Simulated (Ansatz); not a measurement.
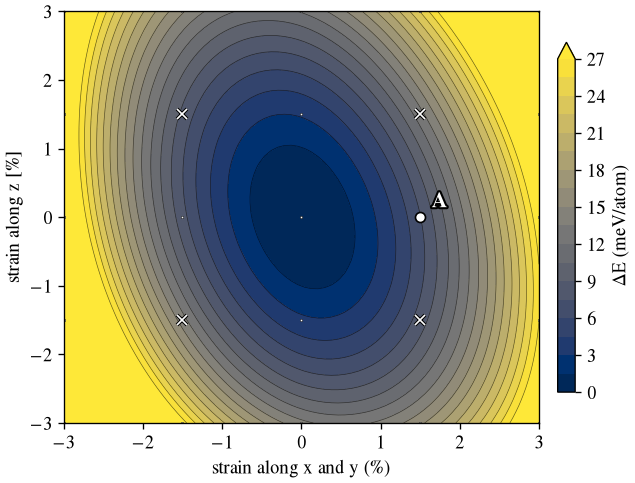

AlGa3N4 (Pm, No. 6; 8 atoms in the cell). 
- The cell is strained homogeneously, by one strain along x and y and another along z, with fractional coordinates fixed (x along [1 0 0], z along [0 0 1] of the conventional cell).
- First axis: strain along x and y. Second axis: strain along z.
- The grid has 5 × 5 points. At 4 points there is no value.
- Points are written as (first, second).
- Energies are in meV/atom, from the lowest grid point.
- Computed with DFT PBEsol, scalar-relativistic, plane waves, PAW (Ansatz). Settings: cutoff 420 eV, k-mesh 6×8×6 in the order of the run's cell vectors, gaussian smearing 0.05 eV, no spin polarisation.

The picture shows filled contours, crosses at grid points without a value, dots at the grid points, one colour for all values above the top of the scale, the point A. Between grid points the surface is interpolated.

Is A at rest? If not, where is it pushed?

A, at (1.5 %, 0.0 %), is not a stationary point. The computed force is 9.7 meV/atom for each 1 % towards smaller values of strain along x and y and 1.6 meV/atom for each 1 % towards smaller values of strain along z.
